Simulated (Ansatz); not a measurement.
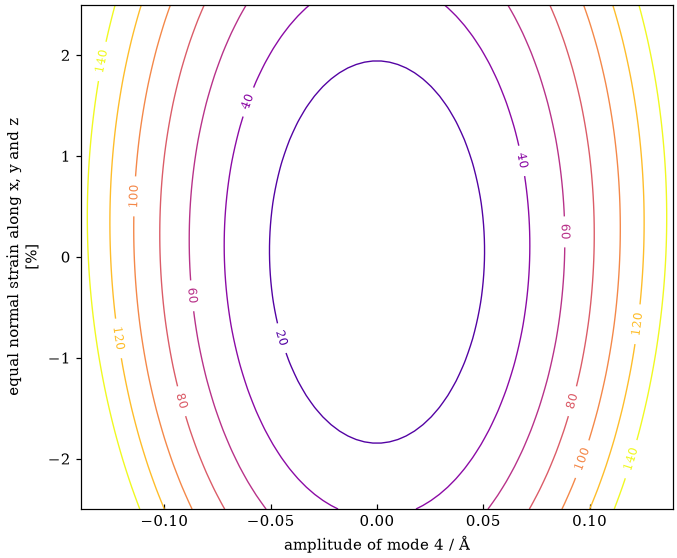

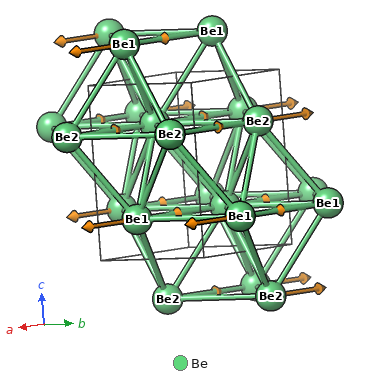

Energy landscape of Be (P6_3/mmc, No. 194; 2 atoms in the cell). 
- The energy is mapped over a normal mode and a strain (zone-centre modes of the 2-atom cell of this scan) (x along [1 0 0], y along [1 2 0], z along [0 0 1] of the conventional cell).
- The first coordinate is: amplitude of mode 4 (485 cm⁻¹), largest displacement in the unstrained cell; the second: equal normal strain along x, y and z.
- Nothing is relaxed (the pattern is fixed in fractional coordinates).
- Grid: 9 × 7 points; 35 points were computed and 28 follow by symmetry.
- Points are written as (first, second).
- All energies are given in meV per cell relative to the lowest grid point.
- These are results of Ansatz 0.2.0, DFT PBE+D3(BJ), scalar-relativistic, plane waves, PAW, not measurements. Settings: cutoff 520 eV, k-mesh 24×24×12 in the order of the run's cell vectors, gaussian smearing 0.15 eV, no spin polarisation.

In the figure: contour lines labelled in meV (none above 140). Between grid points the surface is interpolated. The second picture is the structure at the lowest point

Describe this landscape.

The lowest grid point is at (0.000 Å, 0.00 %). No other kind of well shows on this grid. The highest grid point, (−0.139 Å, −2.50 %), lies 195 meV above the lowest.

Grid values (meV):

| second ↓, first → | −0.139 | −0.104 | −0.070 | −0.035 | 0.000 | 0.035 | 0.070 | 0.104 | 0.139 |
| --- | --- | --- | --- | --- | --- | --- | --- | --- | --- |
| 2.50 | 168 | 110 | 68 | 42 | 33 | 42 | 68 | 110 | 168 |
| 1.67 | 154 | 94 | 51 | 24 | 15 | 24 | 51 | 94 | 154 |
| 0.83 | 146 | 85 | 40 | 13 | 4 | 13 | 40 | 85 | 146 |
| 0.00 | 146 | 83 | 37 | 9 | 0 | 9 | 37 | 83 | 146 |
| −0.83 | 154 | 90 | 42 | 14 | 4 | 14 | 42 | 90 | 154 |
| −1.67 | 170 | 104 | 56 | 26 | 16 | 26 | 56 | 104 | 170 |
| −2.50 | 195 | 127 | 77 | 47 | 37 | 47 | 77 | 127 | 195 |

The whole map (35 points run) took 8.1 min on 1 thread of Arm Neoverse V1 (shared host).
